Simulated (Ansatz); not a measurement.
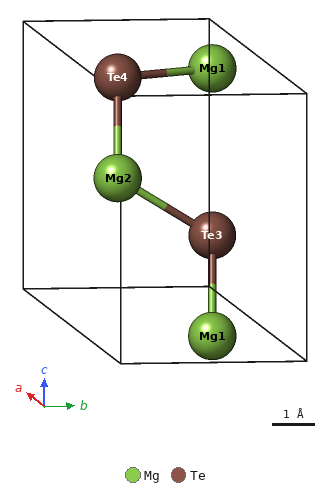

The structure as given in the input (ball-and-stick view of the cell of the calculation, seen at an oblique angle; atoms are numbered from 1 in the order of the input).

# Two runs on MgTe

System: MgTe (4 atoms in the cell).
Method of run A: DFT, PBE, plane waves, PAW, no spin polarisation (Ansatz 0.2.0).

The structure derives from an entry of the Crystallography Open Database. The geometry comes from this level: r2SCAN (a point of a series of volumes). Text and figures count atoms from 1; the logs count them from 0 in places.

**The input, run A**
```yaml
crystal:
  lattice:
    - [4.515644597, 0.0, 0.0]
    - [-2.2578222985, 3.9106629355, 0.0]
    - [0.0, 0.0, 7.3548118491]
  atoms:
    - { symbol: Mg, position: [0.3333333333, 0.6666666667, 0.004397735] }
    - { symbol: Mg, position: [0.6666666667, 0.3333333333, 0.504397735] }
    - { symbol: Te, position: [0.3333333333, 0.6666666667, 0.380602265] }
    - { symbol: Te, position: [0.6666666667, 0.3333333333, 0.880602265] }
kpoints:
  mp_grid: { grid: [3, 3, 2] }
hamiltonian:
  xc: pbe
scf:
  occupations: { method: fermi_dirac, width: 0.02 }
  n_extra_bands: 5
output:
  forces: true
  stress: true
  eigenvalues: true
basis:
  ecutwfc: 260
```

Command:
```bash
ansatz run input.yaml --threads 2 --pin off --max-ram 2764MiB --backend cpu --events-out ev --progress --plain --runs-dir out
```

Hardware: 2 threads of Arm Neoverse V1, 24 GiB of memory available, shared host.

**Output, shortened to warnings, some set-up lines, iterations and results (run A)**
```
Warning: basis.ecutwfc = 260 eV is below the records' recommended 420 eV, and the density's cutoff is lower with it unless basis.ecutrho_ratio is high enough to keep the records' density cutoff: compare with a run at a higher cutoff
Basis set: ecut = 260 eV, 1237 PW (Γ), exchange–correlation on 48×48×80 points (8 copies of the dense FFT grid, shifted against one another)
Symmetry: 12 space group operations
k-points: 6 of 18
Initial density: superposition of atomic densities (neutral atoms: chi_scale 0, normalization atom), corrected by the library's trained network
[...]
SCF iter   1: F=—  HF=-17809.547163 eV  |F-HF|=—  |Δ(HF+E_count)|=         —  Δρ=6.25e-3  dr2=1.83e-2  ethr=1.77e-3  ⟨swp⟩=6.7  Hψ=904  notcnv=0
SCF iter   2: F=—  HF=-17809.523658 eV  |F-HF|=—  |Δ(HF+E_count)|=   2.35e-2  Δρ=2.45e-3  dr2=2.58e-3  ethr=3.52e-5  ⟨swp⟩=2.7  Hψ=387  notcnv=0  defer=6
SCF iter   3: F=—  HF=-17809.522531 eV  |F-HF|=—  |Δ(HF+E_count)|=   1.13e-3  Δρ=4.99e-4  dr2=2.42e-4  ethr=4.96e-6  ⟨swp⟩=2.0  Hψ=330  notcnv=0  defer=6
SCF iter   4: F=—  HF=-17809.522584 eV  |F-HF|=—  |Δ(HF+E_count)|=   5.26e-5  Δρ=5.46e-5  dr2=5.49e-6  ethr=4.64e-7  ⟨swp⟩=2.0  Hψ=228  notcnv=0  defer=6
SCF iter   5: F=—  HF=-17809.522481 eV  |F-HF|=—  |Δ(HF+E_count)|=   1.03e-4  Δρ=1.71e-5  dr2=4.66e-7  ethr=1.06e-8  ⟨swp⟩=2.0  Hψ=336  notcnv=0  defer=6
SCF iter   6: F=-17809.522482 eV  HF=-17809.522482 eV  |F-HF|=9.52e-8  |Δ(HF+E_count)|=   8.44e-7  Δρ=5.02e-6  dr2=5.12e-8  ethr=1.92e-10  ⟨swp⟩=8.3  Hψ=797  notcnv=0
SCF 1 converged in 6 iterations: F = -17809.522482 eV  dr2 = 5.12e-8
SCF converged after 6 iterations
Free energy (F): -17809.522482 eV
Harris-Foulkes:  -17809.522482 eV  (|F-HF|=9.52e-8)
Internal energy: -17809.522482 eV  (E = F + TS)
E sigma→0 (E₀):  -17809.522482 eV
Fermi energy:    6.052439 eV
--- Per-component energies (eV) ---
  E_band       = -1323.354777
  E_kinetic    = 525.305267
  E_local      = -6544.621893  (includes V_loc(G=0)·N_el)
  E_nonlocal   = -431.885538
  E_hartree    = 3120.060327
  E_xc         = -309.087563
  E_vxc        = -286.312422  (∫ρ·V_xc dr)
  E_paw        = -9912.461148  (= ΣΔE_a)
  E_vpaw       = -825.948748  (= ΣTr[D̂ρ^β])
  E_aug_tail   = -0.007588  (compensation charges beyond the density's cutoff)
  E_ewald      = -4256.824348
  E_smearing   = -0.000000  (= −TS)
  E_closure    = -0.000000  (closes the sum)
  Σ components = -17809.522482   (vs F -17809.522482, Δ=0.00e0)
--- Forces (eV/Å), atoms counted from 1 ---
  atom   1  Mg    -0.00000000     0.00000000    -0.00364599
  atom   2  Mg     0.00000000    -0.00000000    -0.00364599
  atom   3  Te     0.00000000    -0.00000000     0.00357896
  atom   4  Te     0.00000000     0.00000000     0.00357896
  max |Σ_I F_I| component: 1.34e-4 eV/Å
--- Stress (GPa, compression-positive) ---
        2.799342       0.000000       0.000000
       -0.000000       2.799342      -0.000000
        0.000000      -0.000000       1.950235
  P = ⅓ Tr σ = 2.5163 GPa (25.163 kbar)
```

The input of run B differs as follows (lines with − go, lines with + come):
```diff
-    - [4.515644597, 0.0, 0.0]
-    - [-2.2578222985, 3.9106629355, 0.0]
-    - [0.0, 0.0, 7.3548118491]
+    - [4.452035496, 0.0, 0.0]
+    - [-2.226017748, 3.8555758381, 0.0]
+    - [0.0, 0.0, 7.2512091497]
```

What does this change do to the results?

With the same functional and potentials, run B lies 35.4 meV per atom higher. The gap on the mesh goes from 2.62 to 2.82 eV. The pressure goes from 2.52 to 4.70 GPa. The volume per atom goes from 32.47 to 31.12 Å³. The cell is scaled evenly with the atoms at fixed fractional positions, so −ΔP/Δ ln V estimates the bulk modulus midway between the two volumes: about 51 GPa. The number of SCF iterations is the same. The plane waves at Γ go from 1237 to 1165.

**Output, shortened to warnings, some set-up lines, iterations and results (run B)**
```
Warning: basis.ecutwfc = 260 eV is below the records' recommended 420 eV, and the density's cutoff is lower with it unless basis.ecutrho_ratio is high enough to keep the records' density cutoff: compare with a run at a higher cutoff
Basis set: ecut = 260 eV, 1165 PW (Γ), exchange–correlation on 48×48×80 points (8 copies of the dense FFT grid, shifted against one another)
Symmetry: 12 space group operations
k-points: 6 of 18
Initial density: superposition of atomic densities (neutral atoms: chi_scale 0, normalization atom), corrected by the library's trained network
[...]
SCF iter   1: F=—  HF=-17809.406165 eV  |F-HF|=—  |Δ(HF+E_count)|=         —  Δρ=6.46e-3  dr2=1.86e-2  ethr=1.77e-3  ⟨swp⟩=6.8  Hψ=912  notcnv=0
SCF iter   2: F=—  HF=-17809.382184 eV  |F-HF|=—  |Δ(HF+E_count)|=   2.40e-2  Δρ=2.55e-3  dr2=2.80e-3  ethr=3.58e-5  ⟨swp⟩=2.2  Hψ=368  notcnv=0  defer=6
SCF iter   3: F=—  HF=-17809.380877 eV  |F-HF|=—  |Δ(HF+E_count)|=   1.31e-3  Δρ=5.23e-4  dr2=2.75e-4  ethr=5.38e-6  ⟨swp⟩=2.0  Hψ=312  notcnv=0  defer=6
SCF iter   4: F=—  HF=-17809.380914 eV  |F-HF|=—  |Δ(HF+E_count)|=   3.65e-5  Δρ=6.18e-5  dr2=6.99e-6  ethr=5.30e-7  ⟨swp⟩=2.0  Hψ=228  notcnv=0  defer=6
SCF iter   5: F=—  HF=-17809.380820 eV  |F-HF|=—  |Δ(HF+E_count)|=   9.33e-5  Δρ=2.51e-5  dr2=8.84e-7  ethr=1.34e-8  ⟨swp⟩=2.0  Hψ=336  notcnv=0  defer=6
SCF iter   6: F=-17809.380822 eV  HF=-17809.380822 eV  |F-HF|=1.32e-7  |Δ(HF+E_count)|=   1.27e-6  Δρ=6.90e-6  dr2=7.67e-8  ethr=1.92e-10  ⟨swp⟩=6.8  Hψ=854  notcnv=0
SCF 1 converged in 6 iterations: F = -17809.380822 eV  dr2 = 7.67e-8
SCF converged after 6 iterations
Free energy (F): -17809.380822 eV
Harris-Foulkes:  -17809.380822 eV  (|F-HF|=1.32e-7)
Internal energy: -17809.380822 eV  (E = F + TS)
E sigma→0 (E₀):  -17809.380822 eV
Fermi energy:    6.588781 eV
--- Per-component energies (eV) ---
  E_band       = -1301.560690
  E_kinetic    = 527.057905
  E_local      = -6445.755579  (includes V_loc(G=0)·N_el)
  E_nonlocal   = -431.742303
  E_hartree    = 3080.834723
  E_xc         = -309.959445
  E_vxc        = -287.483534  (∫ρ·V_xc dr)
  E_paw        = -9912.164106  (= ΣΔE_a)
  E_vpaw       = -825.297448  (= ΣTr[D̂ρ^β])
  E_aug_tail   = -0.007676  (compensation charges beyond the density's cutoff)
  E_ewald      = -4317.644342
  E_smearing   = -0.000000  (= −TS)
  E_closure    = -0.000000  (closes the sum)
  Σ components = -17809.380822   (vs F -17809.380822, Δ=0.00e0)
--- Forces (eV/Å), atoms counted from 1 ---
  atom   1  Mg     0.00000000    -0.00000000    -0.00663701
  atom   2  Mg     0.00000000     0.00000000    -0.00663701
  atom   3  Te     0.00000000     0.00000000     0.00661312
  atom   4  Te     0.00000000    -0.00000000     0.00661312
  max |Σ_I F_I| component: 4.78e-5 eV/Å
--- Stress (GPa, compression-positive) ---
        5.031645       0.000000       0.000000
        0.000000       5.031645       0.000000
        0.000000      -0.000000       4.024347
  P = ⅓ Tr σ = 4.6959 GPa (46.959 kbar)
```

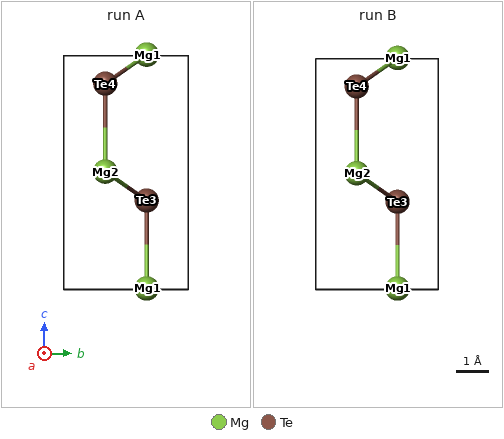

The two input geometries at one scale (ball-and-stick view of the cell of the calculation, along the a axis). No atom moves by more than 0.005 Å relative to the cell. Cell: a = b 4.516 → 4.452 Å (−1.4 %), c 7.355 → 7.251 Å (−1.4 %). Volume −4.2 %. Among the contacts that change: Mg1–Te3 2.767 → 2.728 Å, Mg1–Te4 2.762 → 2.723 Å.

**The two runs side by side**

| quantity | run A | run B |
| --- | --- | --- |
| outcome | converged | converged |
| free energy per atom (eV) | −4452.3806 | −4452.3452 |
| gap on the mesh (eV) | 2.62 | 2.82 |
| pressure (GPa) | 2.52 | 4.70 |
| volume per atom (Å³) | 32.47 | 31.12 |
| largest force (eV/Å) | 0.004 | 0.007 |
| SCF iterations | 6 | 6 |
| irreducible k-points | 6 | 6 |
| plane waves at Γ | 1237 | 1165 |
| wall time (shared host) | 0.8 s | 0.85 s |

For both runs: Warnings: the cutoff is below the recommended one.
